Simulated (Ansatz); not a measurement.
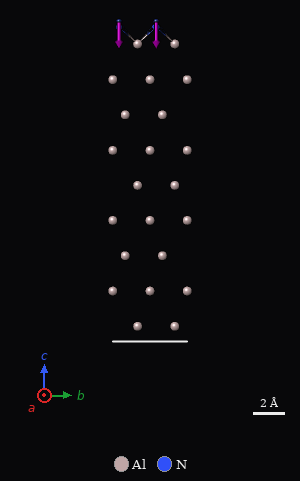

This is a constrained relaxation of a slab of composition Al9N (cut from the P6_3/mmc phase). The starting structure is drawn faded, the final one solid; purple arrows show the displacements, 5 times their true length.

A ball-and-stick model of the 2 × 2 repeat of the cell, outlined in the plane, without the vacuum, seen along the a axis.

Case: N over the place (1/4, 2/4) of the surface cell, its height relaxed. The slab is the (0 0 1) face of Al with N on it. 9 atoms are held fixed.

Level of theory: DFT PBEsol, scalar-relativistic, plane waves, PAW (Ansatz 0.2.0). Set-up: plane-wave cutoff 420 eV; k-point mesh 12 × 12 × 1; occupations gaussian; smearing width 0.1 eV; no spin polarisation; dipole correction; atoms relaxed in a fixed cell; force threshold 0.02 eV/Å; at most 25 steps.

Question: What did the optimiser do to the structure, and how much energy did it gain?

Answer: The largest move is that of the N atom, 0.38 Å along the normal (−c). Al stays in place. The lattice vectors keep their values. Among the contacts that change: Al–N 1.923 → 1.651 Å, Al–N 2.390 → 2.177 Å. Among the angles between lasting bonds that change: N–Al–N 81.5° → 94.6°, Al–N–Al 81.5° → 94.6°, Al–N–Al 72.8° → 81.3°. Over 4 accepted moves (5 points after the start) the energy falls by 0.655 eV per cell of the calculation. Largest force component: 2.9 eV/Å at the start, 0.0016 eV/Å at the end. 1 step only repeated the SCF at the same geometry.

Limits of the set-up: the periodic images lie only 2.8 Å apart, so the values are limited by the cell's size.
